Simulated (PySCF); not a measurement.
# Run report: Ta, converge calculation

The run: converge calculation of Ta (Fm-3m, 1 atom in the cell). Method and program: Kohn-Sham DFT of a periodic cell in Gaussian orbitals, PBE, DZVP-MOLOPT-SR/GTH-PBE, no spin polarisation (PySCF 2.14.0).

The structure derives from an entry of the Crystallography Open Database. It belongs to a series of runs on one base structure; here: density cutoff = 31.

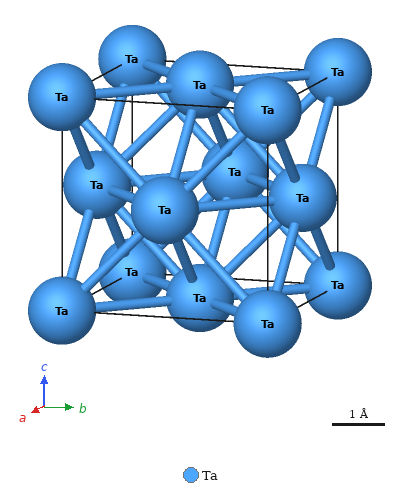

Figure 1. The structure (ball-and-stick view of the cell 4 times as large as that of the calculation, set on its symmetry axes, seen slightly off an axis). An atom can appear more than once, as a periodic image. Near neighbours in the periodic cell (some may lie outside the picture): Ta has 12 Ta at 2.98 Å.

**Input file**
```python
import json
import numpy as np
from pyscf.pbc import gto, scf, dft, df

cell = gto.Cell()
cell.basis = 'DZVP-MOLOPT-SR-GTH-q13'
cell.pseudo = 'GTH-PBE-q13'
cell.fromfile('Ta.xyz')
cell.ke_cutoff = 31  # hartree
cell.exp_to_discard = 0.02
cell.precision = 1e-08
cell.space_group_symmetry = True
cell.symmorphic = False
cell.max_memory = 2940  # MB
cell.verbose = 4
cell.build()

res = {}
kpts = cell.make_kpts([4, 4, 4], space_group_symmetry=True, time_reversal_symmetry=True)
cell.space_group_symmetry = False  # the mesh holds the operations; no search on the supercells of the integral code
mf = dft.KRKS(cell, kpts, xc='pbe')
mf = mf.multigrid_numint()
mf = mf.smearing(sigma=0.00183747, method='fermi')  # hartree
mf.conv_tol = 1e-07
mf.max_cycle = 60

mf.kernel()
res.update(converged=bool(mf.converged), e_tot=mf.e_tot, nelec=cell.nelectron, nao=cell.nao, mesh=list(map(int, cell.mesh)), a=cell.lattice_vectors().tolist(), coords=cell.atom_coords().tolist(),
           mo_energy=[np.real(x).tolist() for x in mf.mo_energy], mo_occ=[np.real(x).tolist() for x in mf.mo_occ])
res.update(e_free=mf.e_free, e_zero=mf.e_zero)
res.update(kpts=kpts.kpts_scaled_ibz.tolist(), weights=kpts.weights_ibz.tolist())
res['parts'] = {k: float(np.real(v)) for k, v in mf.scf_summary.items() if np.isscalar(v)}
json.dump(res, open('results.json', 'w'))
if not mf.converged:
    raise SystemExit('SCF not converged')

print('levels (eV)')
for i, kp in enumerate(res['kpts'][:40]):
    print('k %7.4f %7.4f %7.4f  ' % tuple(kp), ' '.join('%.3f' % (x * 27.211386) for x in res['mo_energy'][i][:12]))

mf = mf.to_khf()  # unfold to the whole mesh
kpts = mf.kpts
# Mulliken populations
dm, s = np.asarray(mf.make_rdm1()), np.asarray(mf.get_ovlp())
sites = cell.aoslice_by_atom()[:, 2:]
tot = np.einsum('kij,kji->i', dm, s).real / len(kpts)
res['mulliken'] = [cell.atom_charge(i) - tot[a0:a1].sum() for i, (a0, a1) in enumerate(sites)]
print('Mulliken charges', np.round(res['mulliken'], 5))
res['meta_lowdin'] = mf.mulliken_meta()[1].tolist()
res['done'] = True
json.dump(res, open('results.json', 'w'))
```

**File Ta.xyz**
```
1
Lattice="0.0000000000 2.1100000000 2.1100000000 2.1100000000 0.0000000000 2.1100000000 2.1100000000 2.1100000000 0.0000000000" Properties=species:S:1:pos:R:3 pbc="T T T"
Ta     0.0000000000      0.0000000000      0.0000000000
```

Run on 2 threads of Arm Neoverse V2, 24 GiB of memory available, shared host.

Launch command:
```bash
OMP_NUM_THREADS=2 python -u run.py > log
```

**Log**
```
UserWarning: Electron number 13 and spin 0 are not consistent in cell

  warnings.warn('Electron number %d and spin %d are not consistent '
Discarded 0 diffused primitive functions, 0 contracted functions
time reversal: False
k-points in IBZ                         weights
  0:  0.000000,  0.000000,  0.000000    1/64
  1:  0.500000,  0.500000,  0.000000    3/64
  2:  0.500000,  0.500000,  0.500000    4/64
  3:  0.750000,  0.500000,  0.250000    6/64
  4:  0.750000,  0.750000,  0.000000    6/64
  5:  0.750000,  0.750000,  0.250000    24/64
  6:  0.750000,  0.750000,  0.500000    12/64
  7:  0.750000,  0.750000,  0.750000    8/64

******** <class 'pyscf.pbc.scf.smearing.SmearingKsymAdaptedKRKS'> ********
method = SmearingKsymAdaptedKRKS
initial guess = minao
damping factor = 0
level_shift factor = 0
DIIS = <class 'pyscf.scf.diis.CDIIS'>
diis_start_cycle = 1
diis_space = 8
diis_damp = 0
SCF conv_tol = 1e-07
SCF conv_tol_grad = None
SCF max_cycles = 60
direct_scf = True
direct_scf_tol = 1e-13

******** PBC SCF flags ********
N kpts (BZ) = 64
N kpts (IBZ) = 8
Exchange divergence treatment (exxdiv) = ewald
    madelung (= occupied orbital energy shift) = 0.1437324955469455
    Total energy shift due to Ewald probe charge = -1/2 * Nelec*madelung = -0.934261221055
DF object = <pyscf.pbc.df.fft.FFTDF object>
XC functionals = pbe
small_rho_cutoff = 0
Uniform grid, mesh = [17 17 17]
Set gradient conv threshold to 0.000316228
nelec by numeric integration = 13.00000309673256
init E= -58.7440031161877
    sigma = 0.00183747  Optimized mu = 0.681975152888  entropy = 0.38407585532
nelec by numeric integration = 12.999999955184922
    Total E(T) = -58.2017931024608  Free energy = -58.2024988303227  E0 = -58.2021459663918
cycle= 1 E= -58.2017931024608  delta_E= 0.542  |g|= 0.666  |ddm|= 13.7
    sigma = 0.00183747  Optimized mu = 0.643659344937  entropy = 0.392391710216
nelec by numeric integration = 12.999999953477094
    Total E(T) = -58.2176871935133  Free energy = -58.2184082015091  E0 = -58.2180476975112
cycle= 2 E= -58.2176871935133  delta_E= -0.0159  |g|= 0.361  |ddm|= 10.8
    sigma = 0.00183747  Optimized mu = 0.658111949411  entropy = 0.384330923358
nelec by numeric integration = 12.999999954028617
    Total E(T) = -58.2251961577684  Free energy = -58.2259023543102  E0 = -58.2255492560393
cycle= 3 E= -58.2251961577684  delta_E= -0.00751  |g|= 0.00554  |ddm|= 3.34
    sigma = 0.00183747  Optimized mu = 0.657739791402  entropy = 0.384346924741
nelec by numeric integration = 12.999999954019602
    Total E(T) = -58.2251978216191  Free energy = -58.2259040475629  E0 = -58.225550934591
cycle= 4 E= -58.2251978216191  delta_E= -1.66e-06  |g|= 3.11e-05  |ddm|= 0.052
    sigma = 0.00183747  Optimized mu = 0.6577415766  entropy = 0.384346812587
nelec by numeric integration = 12.999999954019643
    Total E(T) = -58.2251978216928  Free energy = -58.2259040474305  E0 = -58.2255509345617
cycle= 5 E= -58.2251978216928  delta_E= -7.37e-11  |g|= 3.01e-07  |ddm|= 0.000468
    sigma = 0.00183747  Optimized mu = 0.657741564169  entropy = 0.384346813185
```

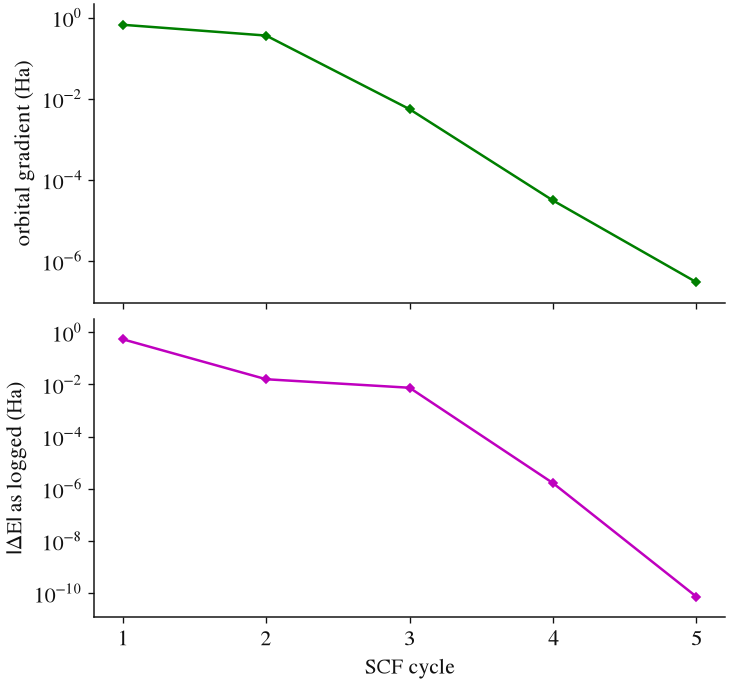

Figure 2. Convergence of the self-consistent field: orbital gradient and size of the energy change against the SCF cycle. The residual falls at every step.

```
nelec by numeric integration = 12.999999954019641
    Total E(T) = -58.2251978217003  Free energy = -58.2259040474392  E0 = -58.2255509345697
Extra cycle  E= -58.2251978217003  delta_E= -7.53e-12  |g|= 1.56e-07  |ddm|= 8.69e-06
converged SCF energy = -58.2251978217003
levels (eV)
k  0.0000  0.0000  0.0000   -49.483 -15.736 -15.729 -15.729 9.973 18.564 18.568 18.569 21.578 21.578 32.494 38.006
k  0.5000  0.5000  0.0000   -49.365 -16.674 -16.096 -16.091 13.680 14.759 21.057 23.882 24.592 24.596 30.508 30.579
k  0.5000  0.5000  0.5000   -49.394 -16.740 -15.863 -15.862 13.472 18.334 18.335 18.768 23.910 23.910 28.213 33.281
k  0.7500  0.5000  0.2500   -49.365 -16.391 -16.388 -16.107 15.301 16.919 16.921 20.030 24.600 28.022 28.611 28.623
k  0.7500  0.7500  0.0000   -49.424 -16.226 -15.916 -15.911 12.753 16.270 18.800 20.514 20.517 22.599 36.814 36.817
k  0.7500  0.7500  0.2500   -49.379 -16.565 -16.133 -15.977 14.687 16.072 17.831 20.391 24.100 25.181 28.050 34.097
k  0.7500  0.7500  0.5000   -49.394 -16.458 -16.154 -15.862 14.658 16.892 17.142 19.867 21.211 25.160 30.705 33.810
k  0.7500  0.7500  0.7500   -49.438 -16.249 -15.794 -15.794 12.057 17.387 18.961 18.961 21.610 21.611 32.835 35.817
Mulliken charges [-0.]
 ** Mulliken pop on meta-lowdin orthogonal AOs **
 ** Mulliken pop  **
pop of  0 Ta 5s           1.99998
pop of  0 Ta 6s           0.97807
pop of  0 Ta 7s           0.01067
pop of  0 Ta 5px          1.99976
pop of  0 Ta 5py          1.99976
pop of  0 Ta 5pz          1.99976
pop of  0 Ta 6px          0.01511
pop of  0 Ta 6py          0.01511
pop of  0 Ta 6pz          0.01511
pop of  0 Ta 5dxy         0.88302
pop of  0 Ta 5dyz         0.88303
pop of  0 Ta 5dz^2        0.62661
pop of  0 Ta 5dxz         0.88303
pop of  0 Ta 5dx2-y2      0.62661
pop of  0 Ta 6dxy         0.01135
pop of  0 Ta 6dyz         0.01135
pop of  0 Ta 6dz^2        0.01050
pop of  0 Ta 6dxz         0.01135
pop of  0 Ta 6dx2-y2      0.01050
pop of  0 Ta 5f-3         0.00127
pop of  0 Ta 5f-2         0.00291
pop of  0 Ta 5f-1         0.00087
pop of  0 Ta 5f+0         0.00187
pop of  0 Ta 5f+1         0.00087
pop of  0 Ta 5f+2         0.00026
pop of  0 Ta 5f+3         0.00127
 ** Mulliken atomic charges  **
charge of    0Ta =     -0.00000
```

**Key numbers**

```json
{"quantity": "outcome", "value": "converged"}
{"quantity": "space group (tolerance 0.01 Å)", "value": "Fm-3m (225)"}
{"quantity": "electrons treated", "value": "13"}
{"quantity": "free energy", "value": "−1584.4076 eV"}
{"quantity": "total energy", "value": "−1584.3883 eV"}
{"quantity": "Fermi energy", "value": "17.898 eV"}
{"quantity": "gap on the k-point mesh", "value": "none (metallic)"}
{"quantity": "wall time", "value": "23 s (CPU time 42 s)"}
{"quantity": "peak memory", "value": "0.47 GiB"}
```

**Remarks**

Settings chosen away from the usual ones: density cutoff = 31. The settings depart from the standard set-up of this series, which can bear on the numbers. Points of doubt noted for this run: coarse mesh; density mesh low for hard elements. Spin–orbit coupling is left out, which matters for Ta.
